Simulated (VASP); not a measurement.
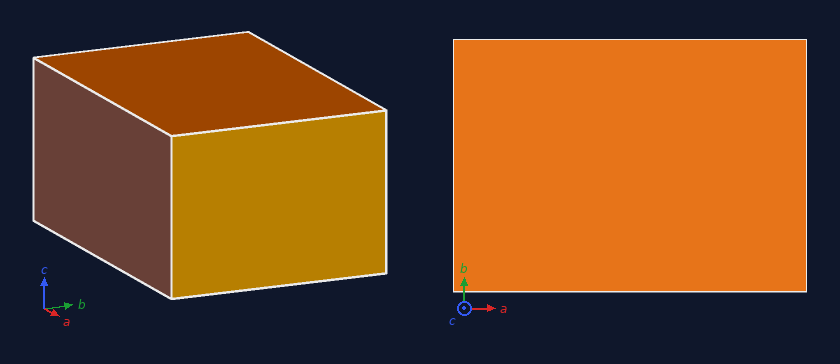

Two views of one computed crystal shape (BFDH rule; symmetry-equivalent faces share a colour; the right view looks down the c axis). A face and its opposite count as equivalent. Forms under 0.4 % of the area are left out.

Q: What symmetry does this shape have?

A: Orthorhombic, Laue class mmm. A BFDH shape is always centrosymmetric and shows few forms, so it can't tell the point group within that class. It was computed for Ga3Sb in Pmmm, with forms {001}, {010} and {100}.

The structure is a generated starting geometry, not a measured one.
